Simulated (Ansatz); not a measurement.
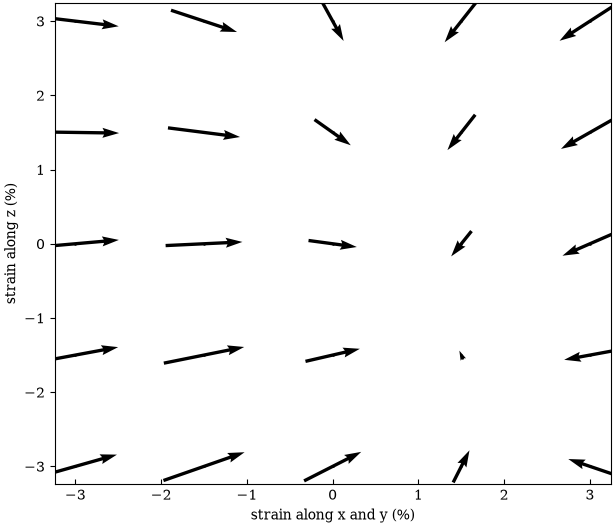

Mo (P6/mmm, No. 191; 1 atom in the cell). The cell is strained homogeneously, by one strain along x and y and another along z, with fractional coordinates fixed (x along [1 0 0], z along [0 0 1] of the conventional cell). First axis: strain along x and y. Second axis: strain along z. Grid: 5 × 5 points. Points are written as (first, second). The reference cell is the one listed in the database, not relaxed at this level. All numbers below come from DFT PBE, scalar-relativistic, plane waves, PAW (Ansatz). Settings: cutoff 420 eV, k-mesh 21×21×18 in the order of the run's cell vectors, gaussian smearing 0.15 eV, no spin polarisation.

The picture shows dots at the grid points, arrows along the force (downhill), their lengths compressed.

The arrows alone are given. Where is the energy lowest?

The arrows converge at about (1.4 %, −1.3 %) (read from the interpolated surface).

The energy map of the same scan:

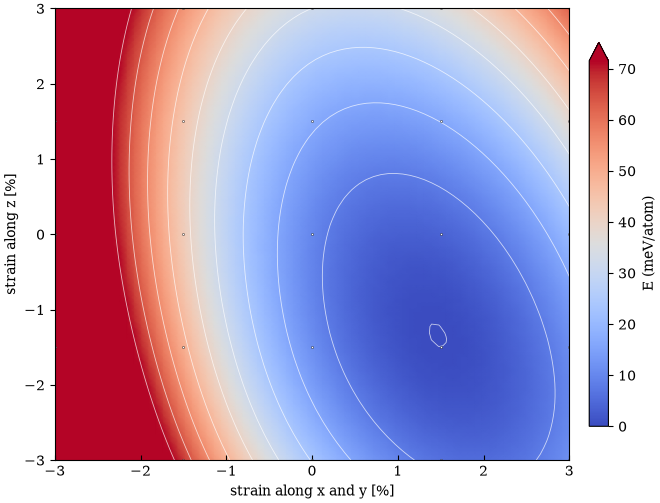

Energies are in meV/atom, from the lowest grid point; between grid points the surface is interpolated.
